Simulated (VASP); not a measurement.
# Geometry relaxation, with input and output: AlP (part 2 of 2)

Continued. System: AlP (2 atoms in the cell). Method: Kohn-Sham DFT of a periodic cell, PBE with D3(BJ), VASP PAW PBE potentials, recommended, no spin polarisation (VASP 6.6.1); cutoff 600 eV, 8×8×8 k-mesh, Gaussian smearing of 0.02 eV. The structure derives from an entry of the Crystallography Open Database. It belongs to a series of runs on one base structure; here: relaxed again under DFT PBE+D3(BJ), scalar-relativistic, plane waves, PAW.

Geometry of the input (Å; fractional positions):
```
0.0000  2.7534  2.7534
2.7534  0.0000  2.7534
2.7534  2.7534  0.0000
Al 0.0000  0.0000  0.0000
P  0.2500  0.2500  0.2500
```

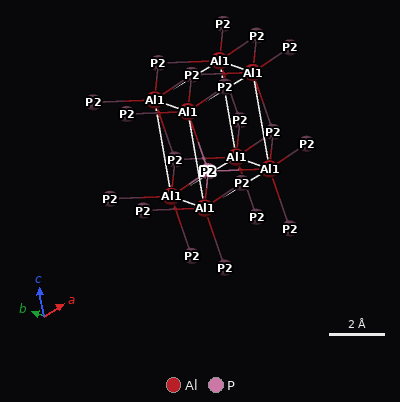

*The geometry at step 1 of the log (ball-and-stick view of the cell of the calculation, seen slightly off an axis; neighbours outside the cell are drawn fainter; atoms are numbered from 1 in the order of the input).*

### Parts of OUTCAR, continued
```
   k-points           NKPTS =     29   k-points in BZ     NKDIM =     29   number of bands    NBANDS=      8
   number of dos      NEDOS =    301   number of ions     NIONS =      2
   total plane-waves  NPLWV =  32768
   dimension x,y,z NGX =    32 NGY =   32 NGZ =   32
   dimension x,y,z NGXF=    64 NGYF=   64 NGZF=   64
   ions per type =               1   1
   NGX,Y,Z   is equivalent  to a cutoff of  13.66, 13.66, 13.66 a.u.
   NGXF,Y,Z  is equivalent  to a cutoff of  27.32, 27.32, 27.32 a.u.
 SYSTEM =  unknown system
   PREC   = accura    normal or accurate (medium, high low for compatibility)
   ISTART =      0    job   : 0-new  1-cont  2-samecut
   ICHARG =      2    charge: 1-file 2-atom 10-const
   ISPIN  =      1    spin polarized calculation?
   LNONCOLLINEAR =      F non collinear calculations
   LSORBIT =      F    spin-orbit coupling
   LASPH  =      T    aspherical Exc in radial PAW
   ENCUT  =  600.0 eV  44.10 Ry    6.64 a.u.   7.78  7.78  7.78*2*pi/ulx,y,z
   NELM   =     60;   NELMIN=  2; NELMDL= -5     # of ELM steps
   EDIFF  = 0.1E-05   stopping-criterion for ELM
   LREAL  =      F    real-space projection
   EDIFFG = -.5E-02   stopping-criterion for IOM
   NSW    =     70    number of steps for IOM
   IBRION =      2    ionic relax: 0-MD 1-quasi-New 2-CG
   NFREE  =      1    steps in history (QN), initial steepest desc. (CG)
   ISIF   =      3    stress and relaxation
   ISYM   =      2    0-nonsym 1-usesym 2-fastsym
   POTIM  = 0.5000    time-step for ionic-motion
   TEBEG  =    0.0;   TEEND  =   0.0 temperature during run
   PSTRESS=    0.0 pullay stress
   NELECT =       8.0000    total number of electrons
   NUPDOWN=      -1.0000    fix difference up-down
   EMIN   =  10.00;   EMAX   =-10.00  energy-range for DOS
   EFERMI =   0.00;   METHOD = LEGACY
   ISMEAR =     0;   SIGMA  =   0.02  broadening in eV -4-tet -1-fermi 0-gaus
   EFERMI_NEDOS =   21; number of points for ismear=-14 and -15
   IALGO  =     38    algorithm
   IMIX   =      4    mixing-type and parameters
     AMIX     =   0.40;   BMIX     =  1.00
     AMIX_MAG =   1.60;   BMIX_MAG =  1.00
  volume/ion in A,a.u.               =      20.87       140.87
  Fermi-wavevector in a.u.,A,eV,Ry     =   0.943826  1.783573 12.120181  0.890808
  Thomas-Fermi vector in A             =   2.071572
   LORBIT       =      0    0 simple, 1 ext, 2 COOP (PROOUT), +10 PAW based schemes
   GGA     = PE    functional components
   LHFCALC =     F    Hartree Fock is set to
   AEXX    =    0.0000 exact exchange contribution
   IVDW    =    12    specifies the selected vdW correction
   LEPSILON=     F    determine dielectric tensor
   LRPA    =     F    only Hartree local field effects (RPA)
 conjugate gradient relaxation of ions
 non-spin polarized calculation
 Gauss-broadening in eV      SIGMA  =   0.02
  energy-cutoff  :      600.00
  volume of cell :       41.75
 maximum number of plane-waves:      1411
   NGX = 15   NGY = 15   NGZ = 15

--------------------------------------- Ionic step        1  -------------------------------------------

 number of electron       7.9999999 magnetization

 Free energy of the ion-electron system (eV)
  ---------------------------------------------------
  ext. energy  EPLUGINS =         0.00000000
  ---------------------------------------------------
  free energy    TOTEN  =       -10.37711085 eV

  energy without entropy =      -10.37711085  energy(sigma->0) =      -10.37711085

------------------------ aborting loop because EDIFF is reached ----------------------------------------

 Edisp (eV)   -0.59906

 E8    (eV) :    -0.2477

  FORCE on cell =-STRESS in cart. coord.  units (eV):
  Direction    XX          YY          ZZ          XY          YZ          ZX
  --------------------------------------------------------------------------------------
  -------------------------------------------------------------------------------------
  Total      -0.66989    -0.66989    -0.66989    -0.00000    -0.00000    -0.00000
  in kB     -25.70840   -25.70840   -25.70840    -0.00000    -0.00000    -0.00000
  external pressure =      -25.71 kB  Pullay stress =        0.00 kB

 VOLUME and BASIS-vectors are now :
 -----------------------------------------------------------------------------
  energy-cutoff  :      600.00
  volume of cell :       41.75
      direct lattice vectors                 reciprocal lattice vectors
     0.000000000  2.753400576  2.753400576    -0.181593628  0.181593628  0.181593628
     2.753400576  0.000000000  2.753400576     0.181593628 -0.181593628  0.181593628
     2.753400576  2.753400576  0.000000000     0.181593628  0.181593628 -0.181593628

 POSITION                                       TOTAL-FORCE (eV/Angst)
 -----------------------------------------------------------------------------------
      0.00000      0.00000      0.00000        -0.000000     -0.000000      0.000000
      1.37670      1.37670      1.37670         0.000000      0.000000     -0.000000
 -----------------------------------------------------------------------------------
    total drift:                               -0.000000     -0.000000     -0.000000

  FREE ENERGIE OF THE ION-ELECTRON SYSTEM (eV)
  ---------------------------------------------------
  free  energy   TOTEN  =       -10.9761660727 eV

  energy  without entropy=      -10.9761660727  energy(sigma->0) =      -10.97616607

--------------------------------------- Ionic step        2  -------------------------------------------

 number of electron       8.0000000 magnetization

------------------------ aborting loop because EDIFF is reached ----------------------------------------

 Edisp (eV)   -0.63196

 E8    (eV) :    -0.2617

  FORCE on cell =-STRESS in cart. coord.  units (eV):
  Direction    XX          YY          ZZ          XY          YZ          ZX
  --------------------------------------------------------------------------------------
  -------------------------------------------------------------------------------------
  Total       0.41204     0.41204     0.41204     0.00000     0.00000     0.00000
  in kB      16.60483    16.60483    16.60483     0.00000     0.00000     0.00000
  external pressure =       16.60 kB  Pullay stress =        0.00 kB

 VOLUME and BASIS-vectors are now :
 -----------------------------------------------------------------------------
  energy-cutoff  :      600.00
  volume of cell :       39.76
      direct lattice vectors                 reciprocal lattice vectors
    -0.000000000  2.708909472  2.708909472    -0.184576120  0.184576120  0.184576120
     2.708909472 -0.000000000  2.708909472     0.184576120 -0.184576120  0.184576120
     2.708909472  2.708909472 -0.000000000     0.184576120  0.184576120 -0.184576120

 POSITION                                       TOTAL-FORCE (eV/Angst)
 -----------------------------------------------------------------------------------
      5.41782      2.70891      2.70891        -0.000000     -0.000000     -0.000000
      1.35445      1.35445      1.35445         0.000000      0.000000      0.000000
 -----------------------------------------------------------------------------------
    total drift:                               -0.000000     -0.000000     -0.000000

  FREE ENERGIE OF THE ION-ELECTRON SYSTEM (eV)
  ---------------------------------------------------
  free  energy   TOTEN  =       -10.9829771590 eV

  energy  without entropy=      -10.9829771590  energy(sigma->0) =      -10.98297716

--------------------------------------- Ionic step        3  -------------------------------------------

 number of electron       8.0000000 magnetization

 Free energy of the ion-electron system (eV)
  ---------------------------------------------------
  ext. energy  EPLUGINS =         0.00000000
  ---------------------------------------------------
  free energy    TOTEN  =       -10.36694959 eV

  energy without entropy =      -10.36694959  energy(sigma->0) =      -10.36694959

 E-fermi :   4.7630     XC(G=0):  -9.2296     alpha+bet :-11.5189

 val. band max:        4.6289185263   @ k =   0.0000   0.0000   0.0000
 cond. band min:       6.1976705083   @ k =   0.5000   0.5000   0.0000
 fundamental gap:      1.5687519820
 Fermi energy:         4.7630314645

 k-point     1 :       0.0000    0.0000    0.0000
  band No.  band energies     occupation
      1      -6.9067      2.00000
      2       4.6289      2.00000
      3       4.6289      2.00000
      4       4.6289      2.00000
      5       7.9803      0.00000
      6       9.1979      0.00000
      7       9.1979      0.00000
      8       9.1979      0.00000

 k-point     2 :       0.1250    0.0000    0.0000
  band No.  band energies     occupation
      1      -6.7333      2.00000
      2       3.4046      2.00000
      3       4.4800      2.00000
      4       4.4800      2.00000
      5       8.3744      0.00000
      6       9.4828      0.00000
      7       9.4828      0.00000
      8       9.7451      0.00000

 k-point     3 :       0.2500    0.0000    0.0000
  band No.  band energies     occupation
      1      -6.2450      2.00000
      2       1.4464      2.00000
      3       4.1844      2.00000
      4       4.1844      2.00000
      5       7.9791      0.00000
      6       9.7875      0.00000
      7       9.7875      0.00000
      8      11.6005      0.00000

 k-point     4 :       0.3750    0.0000    0.0000
  band No.  band energies     occupation
      1      -5.5879      2.00000
      2      -0.2048      2.00000
      3       3.9482      2.00000
      4       3.9482      2.00000
      5       7.6003      0.00000
      6       9.5943      0.00000
      7       9.5943      0.00000
      8      12.8223      0.00000

 k-point     5 :       0.5000    0.0000    0.0000
  band No.  band energies     occupation
      1      -5.2147      2.00000
      2      -0.9219      2.00000
      3       3.8626      2.00000
      4       3.8626      2.00000
      5       7.4641      0.00000
      6       9.4500      0.00000
      7       9.4500      0.00000
      8      12.9183      0.00000

 [... the levels of 18 k-points are left out ...]

 k-point    24 :      -0.3750    0.2500    0.1250
  band No.  band energies     occupation
      1      -4.8989      2.00000
      2      -0.5595      2.00000
      3       2.0227      2.00000
      4       3.1371      2.00000
      5       8.5866      0.00000
      6       9.1740      0.00000
      7      11.5404      0.00000
      8      12.3566      0.00000

 [... further k-points ...]

------------------------ aborting loop because EDIFF is reached ----------------------------------------

 Edisp (eV)   -0.61970

 E8    (eV) :    -0.2565

  FORCE on cell =-STRESS in cart. coord.  units (eV):
  Direction    XX          YY          ZZ          XY          YZ          ZX
  --------------------------------------------------------------------------------------
  -------------------------------------------------------------------------------------
  Total       0.00023     0.00023     0.00023     0.00000     0.00000    -0.00000
  in kB       0.00924     0.00924     0.00924     0.00000     0.00000    -0.00000
  external pressure =        0.01 kB  Pullay stress =        0.00 kB

 VOLUME and BASIS-vectors are now :
 -----------------------------------------------------------------------------
  energy-cutoff  :      600.00
  volume of cell :       40.48
      direct lattice vectors                 reciprocal lattice vectors
    -0.000000000  2.725190429  2.725190429    -0.183473417  0.183473417  0.183473417
     2.725190429 -0.000000000  2.725190429     0.183473417 -0.183473417  0.183473417
     2.725190429  2.725190429 -0.000000000     0.183473417  0.183473417 -0.183473417

 POSITION                                       TOTAL-FORCE (eV/Angst)
 -----------------------------------------------------------------------------------
     -0.00000      0.00000      0.00000         0.000000      0.000000      0.000000
      1.36260      1.36260      1.36260        -0.000000     -0.000000     -0.000000
 -----------------------------------------------------------------------------------
    total drift:                               -0.000000     -0.000000     -0.000000

  FREE ENERGIE OF THE ION-ELECTRON SYSTEM (eV)
  ---------------------------------------------------
  free  energy   TOTEN  =       -10.9866463145 eV

  energy  without entropy=      -10.9866463145  energy(sigma->0) =      -10.98664631

 reached required accuracy - stopping structural energy minimisation
```

### CONTCAR
```
AlP
   1.00000000000000
    -0.0000000000000000    2.7251904291761950    2.7251904291761950
     2.7251904291761950   -0.0000000000000000    2.7251904291761950
     2.7251904291761950    2.7251904291761950   -0.0000000000000000
  Al              P
     1     1
Direct
     0.0000000000000000    0.0000000000000000    0.0000000000000000
     0.2500000000000000    0.2500000000000000    0.2500000000000000

  0.00000000E+00  0.00000000E+00  0.00000000E+00
  0.00000000E+00  0.00000000E+00  0.00000000E+00
```

### Trajectory as extended XYZ (Å, eV, eV/Å), 3 frames, from step=0 to step=2
```
2
Lattice="0.0000 2.7534 2.7534 2.7534 0.0000 2.7534 2.7534 2.7534 0.0000" Properties=species:S:1:pos:R:3:forces:R:3 step=0 energy=-10.97617
Al    0.0000    0.0000    0.0000    0.0000   0.0000   0.0000
P     1.3767    1.3767    1.3767    0.0000   0.0000   0.0000
2
Lattice="-0.0000 2.7089 2.7089 2.7089 -0.0000 2.7089 2.7089 2.7089 -0.0000" Properties=species:S:1:pos:R:3:forces:R:3 step=1 energy=-10.98298
Al    5.4178    2.7089    2.7089    0.0000   0.0000   0.0000
P     1.3545    1.3545    1.3545    0.0000   0.0000   0.0000
2
Lattice="-0.0000 2.7252 2.7252 2.7252 -0.0000 2.7252 2.7252 2.7252 -0.0000" Properties=species:S:1:pos:R:3:forces:R:3 step=2 energy=-10.98665
Al    0.0000    0.0000    0.0000    0.0000   0.0000   0.0000
P     1.3626    1.3626    1.3626    0.0000   0.0000   0.0000
```

### Results in brief

- outcome: converged
- space group (tolerance 0.01 Å): F-43m (216)
- electrons treated: 8
- free energy: −10.9866 eV
- dispersion energy: −0.6197 eV
- Fermi energy: 4.763 eV
- gap on the k-point mesh: 1.57 eV
- pressure: 0.00 GPa
- final volume: 40.48 Å³
- largest force (length of the vector) at the end: under 0.001 eV/Å
- final cell: a = 3.854 Å, b = 3.854 Å, c = 3.854 Å, α = 60.00°, β = 60.00°, γ = 60.00°
- hardware: 1 thread of Intel Xeon (Granite Rapids), 64 GiB of memory available, shared host
- wall time: 9.1 s
- peak memory: 0.18 GiB
